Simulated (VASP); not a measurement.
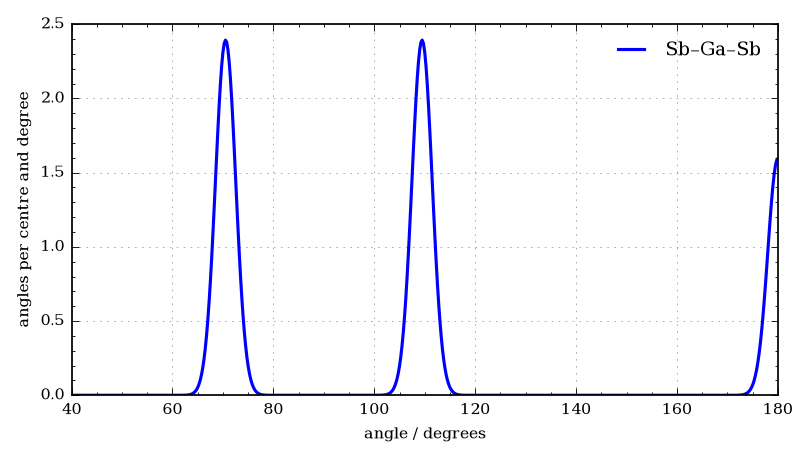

Bond-angle distributions computed from the structure of GaSb₃; each angle is a Gaussian of σ = 2.0°. Bonds counted: Ga–Sb up to 3.72 Å. It is based on a cell listed in the Materials Project, as set up for an electronic-structure calculation.

### Give the groups of angles for each curve.

Sb–Ga–Sb: 71° (12 per centre); 109° (12 per centre); 180° (4 per centre)

### What coordination geometry do the angles point to, counting the bonds named above alone?

Ga has 8 Sb neighbours in a cubic arrangement.

The structure has space group Fm-3m (No. 225); other forms of this composition would give other results.
